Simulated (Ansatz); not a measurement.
The structure in question:

```xyz
8
Lattice="5.9604 0.0000 0.0000 0.0000 5.9604 0.0000 0.0000 0.0000 5.9604" Properties=species:S:1:pos:R:3 pbc="T T T"
In    0.0000    0.0000    0.0000
P     1.4901    4.4703    1.4901
In    0.0000    2.9802    2.9802
P     1.4901    1.4901    4.4703
In    2.9802    0.0000    2.9802
P     4.4703    4.4703    4.4703
In    2.9802    2.9802    0.0000
P     4.4703    1.4901    1.4901
```

### What does this file describe?

The stoichiometry is InP. Its lattice is face-centred cubic, its space group F-43m (No. 216). Its structure type: zinc blende (sphalerite type). The cell has 8 atoms, namely 4 In, 4 P. The polyhedra are InP4 tetrahedra; they share corners. Each In atom has four P in a tetrahedral arrangement at 2.58 Å around it. The coordination shell of P holds four In in a tetrahedral arrangement at 2.58 Å. The bonds build a three-dimensional framework.

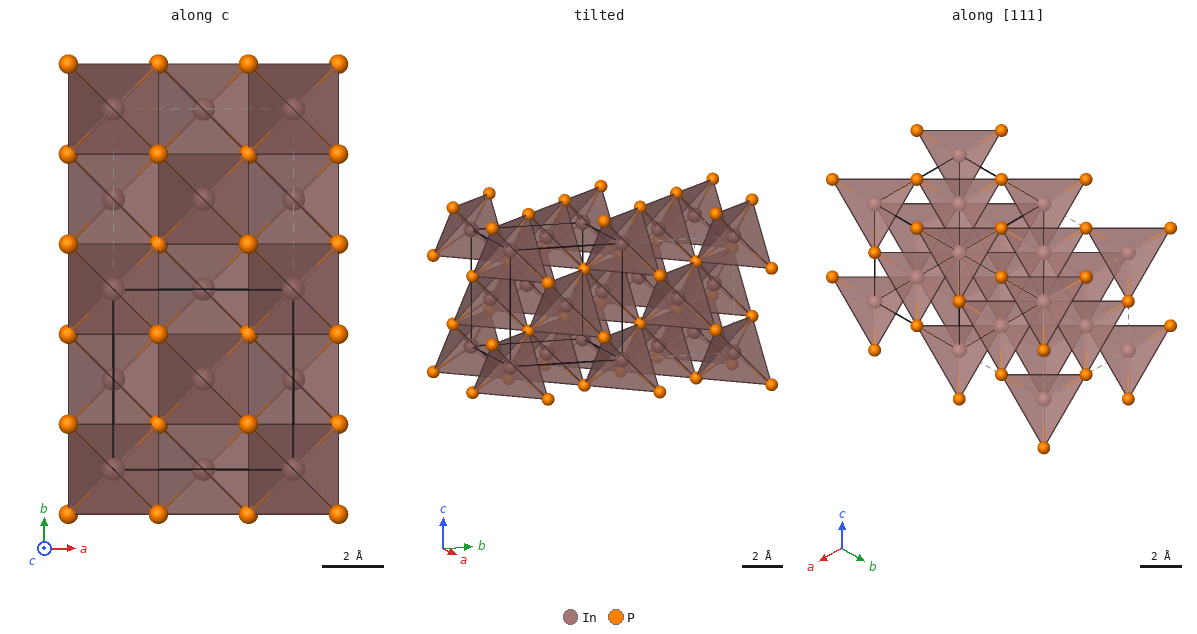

We look at a polyhedral model of the crystal along the c axis, slightly off an axis and along [111]. A block of 1×2×1 cells is shown, with one conventional unit cell in solid outline. Some atoms of the next cells are drawn as well. Colours: indium brown, phosphorus orange.

It goes back to a structure listed in the Materials Project, with elements exchanged, so it need not be a known form of the compound. A relaxation with Ansatz 0.2.0, DFT PBE, scalar-relativistic, plane waves, PAW gave the geometry drawn.
